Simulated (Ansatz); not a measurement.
# Run report: KBr, geometry relaxation (part 2 of 2)

The same run, continued: KBr (8 atoms in the cell); DFT PBE, scalar-relativistic, plane waves, PAW, no spin polarisation (Ansatz 0.2.0); cutoff 420 eV, 4×4×4 k-mesh, Gaussian smearing of 0.05 eV. The structure derives from an entry of the Crystallography Open Database. It belongs to a series of runs on one base structure; here: atom 1 moved 0.15 A; relaxed back.

**Output, continued**
```
--- Per-component energies (eV) ---
  E_band       = -555.653124
  E_kinetic    = 1551.741600
  E_local      = -3431.544534  (includes V_loc(G=0)·N_el)
  E_nonlocal   = 331.083067
  E_hartree    = 1115.879132
  E_xc         = -1601.582738
  E_vxc        = -1077.349175  (∫ρ·V_xc dr)
  E_paw        = -12113.448628  (= ΣΔE_a)
  E_vpaw       = -161.342351  (= ΣTr[D̂ρ^β])
  E_aug_tail   = -0.000015  (compensation charges beyond the density's cutoff)
  E_ewald      = -3150.143966
  E_smearing   = -0.000000  (= −TS)
  E_closure    = -0.000000  (closes the sum)
  Σ components = -17298.016083   (vs F -17298.016083, Δ=0.00e0)
--- Forces (eV/Å), atoms counted from 1 ---
  atom   1  K      0.00341175    -0.00040130     0.00462428
  atom   2  K      0.00024953    -0.00002181    -0.00070252
  atom   3  K      0.00024401     0.00006064     0.00039416
  atom   4  K     -0.00051842    -0.00002143     0.00039846
  atom   5  Br    -0.00185933     0.00004037    -0.00056400
  atom   6  Br    -0.00039088     0.00021330    -0.00057043
  atom   7  Br    -0.00038005     0.00003975    -0.00256563
  atom   8  Br    -0.00075634     0.00009044    -0.00101394
  max |Σ_I F_I| component: 3.79e-7 eV/Å
--- Stress (GPa, compression-positive) ---
        0.007369       0.000066      -0.000750
        0.000066       0.005272       0.000091
       -0.000750       0.000091       0.009039
  P = ⅓ Tr σ = 0.0072 GPa (0.072 kbar)
--- Band table (eV; the first three rows and the last of 36) ---
  k-point 0: bands = ["-27.1185", "-27.1129", "-27.1129", "-27.1129", "-11.4770", "-11.3917", "-11.3917", "-11.3917", "-10.6667", "-10.6667", "-10.6667", "-10.6222", "-10.6222", "-10.6222", "-10.6222", "-10.6222", "-10.6222", "-10.5927", "-10.5927", "-10.5926", "-0.0033", "-0.0033", "-0.0032", "0.4915", "0.4915", "0.4915", "0.4915", "0.4916", "0.4919", "0.7601", "0.7602", "0.7604", "5.0724", "6.6728", "6.6728", "6.6729", "7.7887", "7.7888", "7.7889", "8.3493"]
  k-point 1: bands = ["-27.1177", "-27.1137", "-27.1129", "-27.1129", "-11.5085", "-11.4552", "-11.4397", "-11.4396", "-10.6601", "-10.6601", "-10.6287", "-10.6287", "-10.6178", "-10.6178", "-10.5969", "-10.5969", "-10.5904", "-10.5602", "-10.5602", "-10.5452", "-0.0130", "0.0543", "0.0544", "0.3782", "0.3783", "0.4007", "0.4008", "0.4911", "0.5230", "0.5230", "0.7119", "0.7119", "5.5423", "6.8405", "7.0670", "7.0672", "7.4136", "7.9690", "8.2299", "8.2299"]
  k-point 2: bands = ["-27.1157", "-27.1157", "-27.1129", "-27.1129", "-11.5235", "-11.5234", "-11.4817", "-11.4817", "-10.6444", "-10.6444", "-10.6443", "-10.6443", "-10.6073", "-10.6073", "-10.6073", "-10.6073", "-10.5118", "-10.5117", "-10.5039", "-10.5039", "0.1119", "0.1119", "0.2113", "0.2113", "0.2115", "0.2116", "0.2701", "0.2701", "0.6091", "0.6091", "0.6092", "0.6093", "6.4947", "6.4950", "7.3159", "7.3170", "8.0902", "8.0904", "8.0909", "8.0911"]
  k-point 35: bands = ["-27.1142", "-27.1142", "-27.1142", "-27.1142", "-11.6441", "-11.6441", "-11.6441", "-11.6441", "-10.5976", "-10.5976", "-10.5976", "-10.5976", "-10.5976", "-10.5976", "-10.5975", "-10.5975", "-10.3648", "-10.3648", "-10.3647", "-10.3647", "-0.3279", "-0.3279", "-0.3278", "-0.3278", "0.4629", "0.4629", "0.4631", "0.4631", "0.4631", "0.4631", "0.4633", "0.4633", "7.2475", "7.2475", "7.2475", "7.2475", "8.8139", "8.8140", "8.8144", "8.8144"]
--- Relaxed structure (3 steps of the walk, 3 accepted, 1 SCFs on fresh bases) ---
  F+E_penalty+E_count = -17298.01608306 eV   max|allowed force component| = 4.624e-3 eV/Å   (the final SCF, on the basis selected at the relaxed cell)
  cell:  # Å, volume = 301.3472 Å³
    - [6.704297762052927, -4.199572357970123e-5, 0.0004716351609548128]
    - [4.199572357970123e-5, -6.7048460347792, 5.689611122046896e-5]
    - [-0.0004716351609548128, 5.689611122046896e-5, -6.703862766520626]
  atoms:
    - { symbol: K, position: [-0.0004890504845064898, 0.999941890336935, 1.0006577363656362] }
    - { symbol: K, position: [0.4999828777588367, 0.49999858111106527, 0.9996463282999397] }
    - { symbol: K, position: [0.49998267090966536, 1.0000314929423504, 0.5000283437202797] }
    - { symbol: K, position: [0.00026396618543869036, 0.4999985790481728, 0.5000284813982857] }
    - { symbol: Br, position: [0.4999042788835794, 4.5685091587847175e-6, -5.816532839227153e-5] }
    - { symbol: Br, position: [4.186378749046779e-5, 0.4999877955669219, -5.8783000336577584e-5] }
    - { symbol: Br, position: [4.0513981430542964e-5, 4.49706745201181e-6, 0.500121660129638] }
    - { symbol: Br, position: [0.5002728790780654, 0.5000325952179434, 0.4996343986149493] }
```

**Trajectory as extended XYZ (Å, eV, eV/Å), 4 frames, from step=1 to step=4**
```
8
Lattice="6.6996 0.0000 0.0000 0.0000 -6.6996 0.0000 0.0000 0.0000 -6.6996" Properties=species:S:1:pos:R:3:forces:R:3 step=1 energy=-17298.00176 pressure_GPa=0.06
K    -0.0784   -6.6902   -6.8044    0.1130  -0.0131   0.1548
K     3.3610   -3.3511   -6.6846   -0.0145   0.0017   0.0064
K     3.3610   -6.7009   -3.3348   -0.0147  -0.0006  -0.0196
K     0.0112   -3.3511   -3.3348    0.0048   0.0018  -0.0194
Br    3.3610   -0.0013    0.0150   -0.0736   0.0011  -0.0127
Br    0.0112   -3.3511    0.0150   -0.0101   0.0085  -0.0135
Br    0.0112   -0.0013   -3.3348   -0.0090   0.0011  -0.1015
Br    3.3610   -3.3511   -3.3348    0.0042  -0.0005   0.0056
8
Lattice="6.7047 -0.0000 0.0001 0.0000 -6.7035 0.0000 -0.0001 0.0000 -6.7056" Properties=species:S:1:pos:R:3:forces:R:3 step=2 energy=-17298.01151 pressure_GPa=0.02
K    -0.0370   -6.6990   -6.7543    0.0596  -0.0072   0.0794
K     3.3508   -3.3516   -6.6928    0.0013  -0.0002  -0.0049
K     3.3510   -6.7047   -3.3546    0.0014   0.0004   0.0019
K     0.0095   -3.3516   -3.3547   -0.0037  -0.0002   0.0018
Br    3.3710   -0.0001    0.0015   -0.0555  -0.0001   0.0009
Br    0.0010   -3.3540    0.0013    0.0007   0.0067   0.0009
Br    0.0011   -0.0001   -3.3281    0.0006  -0.0001  -0.0741
Br    3.3616   -3.3529   -3.3404   -0.0042   0.0005  -0.0056
8
Lattice="6.7043 -0.0000 0.0005 0.0000 -6.7048 0.0001 -0.0005 0.0001 -6.7039" Properties=species:S:1:pos:R:3:forces:R:3 step=3 energy=-17298.01606 pressure_GPa=0.01
K    -0.0037   -6.7044   -6.7082    0.0035  -0.0004   0.0047
K     3.3516   -3.3524   -6.7012    0.0002   0.0000  -0.0007
K     3.3518   -6.7050   -3.3518    0.0002   0.0001   0.0004
K     0.0016   -3.3524   -3.3521   -0.0005   0.0000   0.0004
Br    3.3515   -0.0001    0.0006   -0.0018   0.0000  -0.0005
Br    0.0003   -3.3523    0.0004   -0.0004   0.0002  -0.0005
Br    0.0000    0.0000   -3.3527   -0.0004   0.0000  -0.0025
Br    3.3538   -3.3526   -3.3492   -0.0007   0.0001  -0.0010
8
Lattice="6.7043 -0.0000 0.0005 0.0000 -6.7048 0.0001 -0.0005 0.0001 -6.7039" Properties=species:S:1:pos:R:3:forces:R:3 step=4 energy=-17298.01608 pressure_GPa=0.01
K    -0.0037   -6.7044   -6.7082    0.0034  -0.0004   0.0046
K     3.3516   -3.3524   -6.7012    0.0003   0.0000  -0.0007
K     3.3518   -6.7050   -3.3518    0.0002   0.0001   0.0004
K     0.0016   -3.3524   -3.3521   -0.0005   0.0000   0.0004
Br    3.3515   -0.0001    0.0006   -0.0019   0.0000  -0.0006
Br    0.0003   -3.3523    0.0004   -0.0004   0.0002  -0.0006
Br    0.0000    0.0000   -3.3527   -0.0004   0.0000  -0.0026
Br    3.3538   -3.3526   -3.3492   -0.0008   0.0001  -0.0010
```

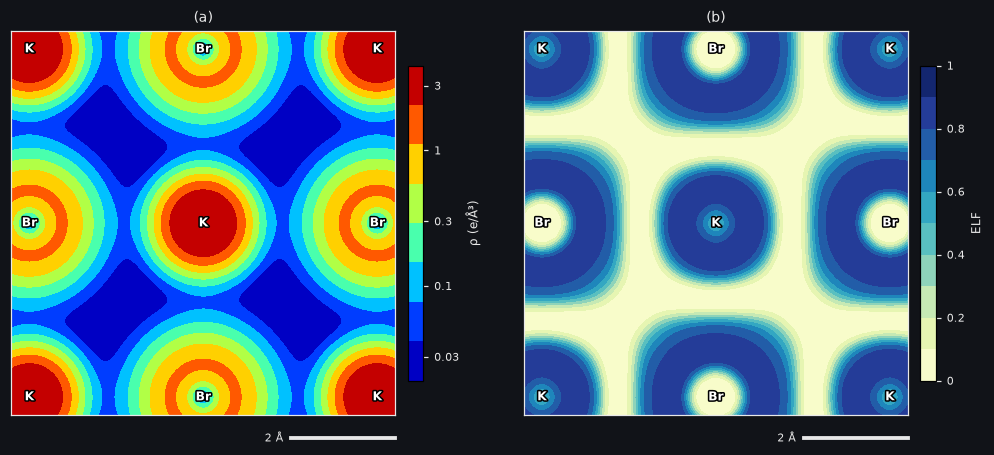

(a) valence charge density (pseudo); (b) ELF on the (010) plane of the conventional cell. The plane passes through K and Br nuclei. Away from the nuclei the density in this plane falls to 0.01 e/Å³ at its lowest. The strong features right at K lie inside the PAW spheres (semicore, d or f shells) and say nothing about bonding. In a PAW calculation such maps are meaningful between the atoms, not at the nuclei.

The run was set up as follows.

**The input**
```yaml
crystal:
  lattice:
    - [6.6995574579, 0.0, 0.0]
    - [0.0, -6.6995574579, 0.0]
    - [0.0, 0.0, -6.6995574579]
  atoms:
    - { symbol: K, position: [-0.0117010004, 0.9986000586, 1.015650176] }
    - { symbol: K, position: [0.5016715715, 0.5001999916, 0.9977642606] }
    - { symbol: K, position: [0.5016715715, 1.0001999916, 0.4977642606] }
    - { symbol: K, position: [0.0016715715, 0.5001999916, 0.4977642606] }
    - { symbol: Br, position: [0.5016715715, 0.0001999916, -0.0022357394] }
    - { symbol: Br, position: [0.0016715715, 0.5001999916, -0.0022357394] }
    - { symbol: Br, position: [0.0016715715, 0.0001999916, 0.4977642606] }
    - { symbol: Br, position: [0.5016715715, 0.5001999916, 0.4977642606] }
basis:
  ecutwfc: 420
kpoints:
  mp_grid: { grid: [4, 4, 4] }
hamiltonian:
  xc: pbe
scf:
  occupations: { method: gaussian, width: 0.05 }
output:
  forces: true
  stress: true
  eigenvalues: true
  write_density: true
  write_potential: true
  elf: true
  volumetric_format: npy
relax:
  adjacent_minimum: "off"
  f_tol: 0.01
  max_steps: 80
  cell: { stress_tol: 0.1 }
```

Command:
```bash
ansatz run input.yaml --threads 1 --pin off --max-ram 2560MiB --backend cpu --events-out ev --progress --plain --runs-dir out
```

**Results in brief**

| quantity | value |
| --- | --- |
| outcome | converged |
| space group (tolerance 0.01 Å) | P1 (1) → Amm2 (38) |
| electrons treated | 64 |
| free energy | −17298.0161 eV |
| Fermi energy | 2.917 eV |
| gap on the k-point mesh | 4.31 eV |
| pressure | 0.01 GPa |
| final volume | 301.35 Å³ |
| largest force (length of the vector) at the end | 0.006 eV/Å |
| final cell | a = 6.704 Å, b = 6.705 Å, c = 6.704 Å, α = 90.00°, β = 90.01°, γ = 90.00° |
| hardware | 1 thread of Arm Neoverse V1, 24 GiB of memory available, shared host |
| wall time | 2.9 min |
| peak memory | 0.6 GiB |
